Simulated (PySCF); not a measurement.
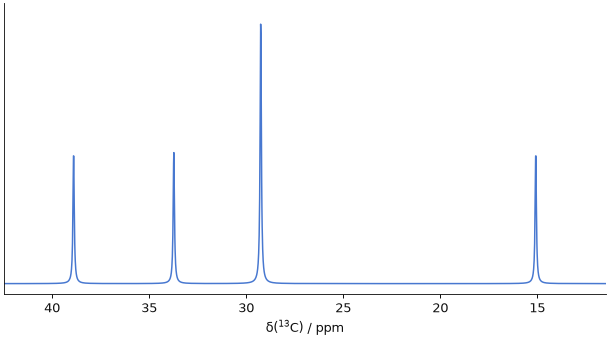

GIAO shifts, PBE0/pcSseg-1 in PySCF, at a GFN2-xTB geometry (no frequency check), against TMS for ¹³C computed at the same level. Gas phase, fully decoupled, line heights follow the number of nuclei, widths are arbitrary (no quadrupolar broadening); values of one conformer, averaged over nuclei that symmetry, rotation about single bonds, ring flips or inversion at nitrogen exchange, these motions taken as fast; other conformers aren't averaged in.

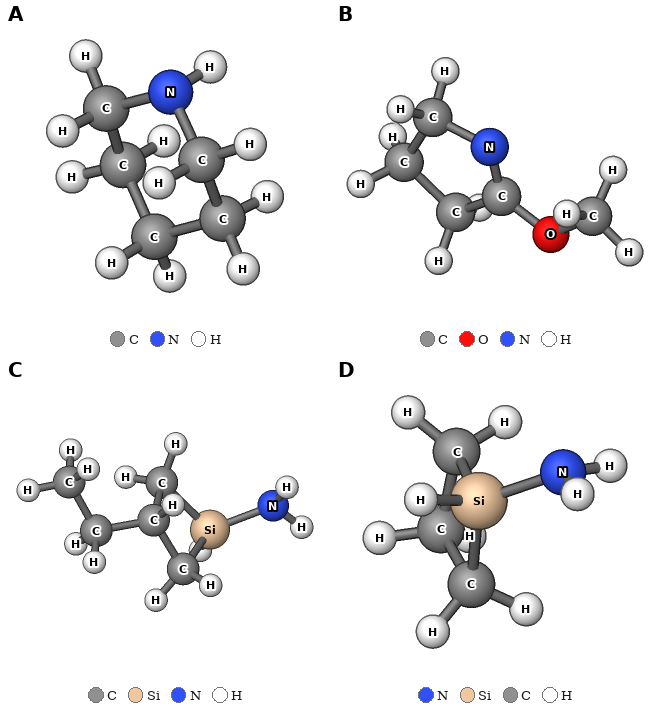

Which structure fits the spectrum? Choose among the lettered structures.

Answer. Structure C, C₅H₁₃NSi, SMILES CC[C@H]1C[Si@H](N)C1. Its ¹³C signals: 38.9 (1 C), 33.7 (1 C), 29.3 (2 C), 15.1 (1 C) ppm.

Note: the tight-binding geometry is rougher than a DFT one and adds to the error.
